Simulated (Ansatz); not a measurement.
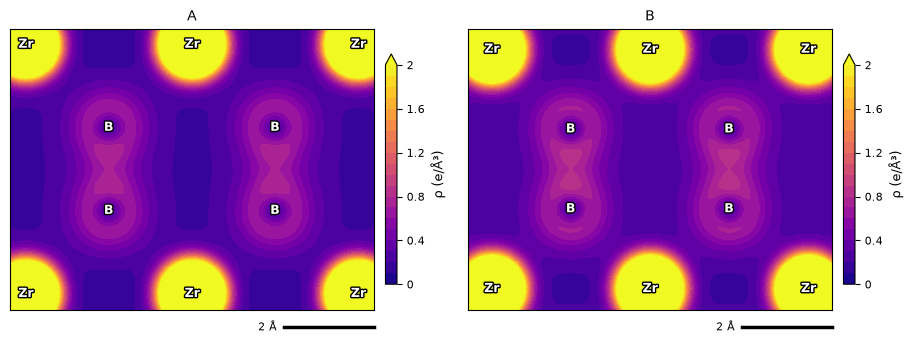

ZrB$_{2}$. The valence pseudo-density of two cells that differ in size and shape, on the (110) plane of each (indices in the axes of the calculation cell), at one length scale and on one colour scale; one has 9.5 and the other 10.8 Å³ an atom.

Theory: DFT PBEsol, scalar-relativistic, plane waves, PAW in Ansatz 0.2.0.

In a PAW calculation such maps are meaningful between the atoms, not at the nuclei.

The larger cell:

```cif
data_structure
_symmetry_space_group_name_H-M 'P 1'
_symmetry_Int_Tables_number 1
_cell_length_a 3.1864
_cell_length_b 3.1864
_cell_length_c 3.6821
_cell_angle_alpha 90.000
_cell_angle_beta 90.000
_cell_angle_gamma 120.000
_cell_volume 32.38
loop_
_atom_site_label
_atom_site_type_symbol
_atom_site_fract_x
_atom_site_fract_y
_atom_site_fract_z
_atom_site_occupancy
Zr1 Zr 0.00000 0.00000 0.00000 1
B1 B 0.33333 0.66667 0.50000 1
B2 B 0.66667 0.33333 0.50000 1
```

The smaller cell: a = 3.060 Å, b = 3.060 Å, c = 3.507 Å, α = 90.00°, β = 90.00°, γ = 120.00°.

> Which panel shows the smaller cell, and what does the compression change?

Panel B is the smaller cell, by 12 % in volume. From the larger cell to the smaller, Zr–B goes from 2.60 to 2.49 Å, and the density at its midpoint from 0.28 to 0.34 e/Å³; B–B goes from 1.84 to 1.77 Å, and the density at its midpoint from 0.71 to 0.8 e/Å³; the pressure goes from −14 to 18 GPa.
